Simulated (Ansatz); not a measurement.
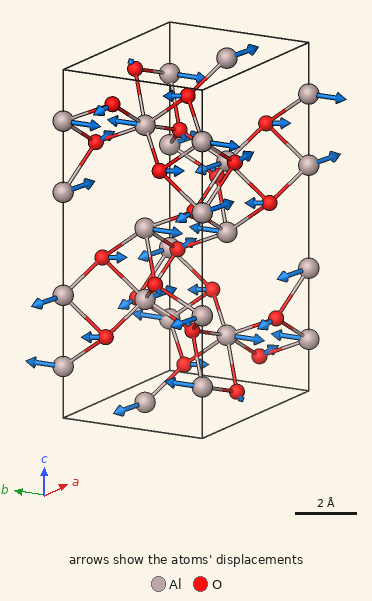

Phonons of crystalline Al$_{2}$O$_{3}$, space group R-3c (No. 167), at the zone centre. The optical levels lie at 285, 358 (×2), 363 (×2), 374, 394, 406 (×2), 414 (×2), 425 (×2), 511, 537 (×2), 550 (×3), 577, 601 (×2), 609, 663, 713 (×2), 718 cm⁻¹. One mode is drawn. Displacements are drawn as blue arrows; their common scale and sign are arbitrary. Style: ball-and-stick. Shown: the conventional cell (3 times the calculation's cell), from a free direction. Lengths and directions refer to the drawn axes.

These are results of DFT PBE, scalar-relativistic, plane waves, PAW in Ansatz, not measurements. Set-up: plane-wave cutoff 420 eV; k-point mesh 6 × 6 × 6; occupations gaussian; smearing width 0.05 eV; no spin polarisation.

Frequencies are those without the non-analytic (LO–TO) term.

To which level does it belong?

Answer. The level at 550 cm⁻¹. This is a triply degenerate mode (one member of the set is drawn), optical level 11 of 17, counted from below. Atoms of one kind move against one another, with no net shift of any sublattice; it stretches the shortest Al–O bonds (1.87 Å); the kinetic energy is shared as Al 81 %, O 19 %.
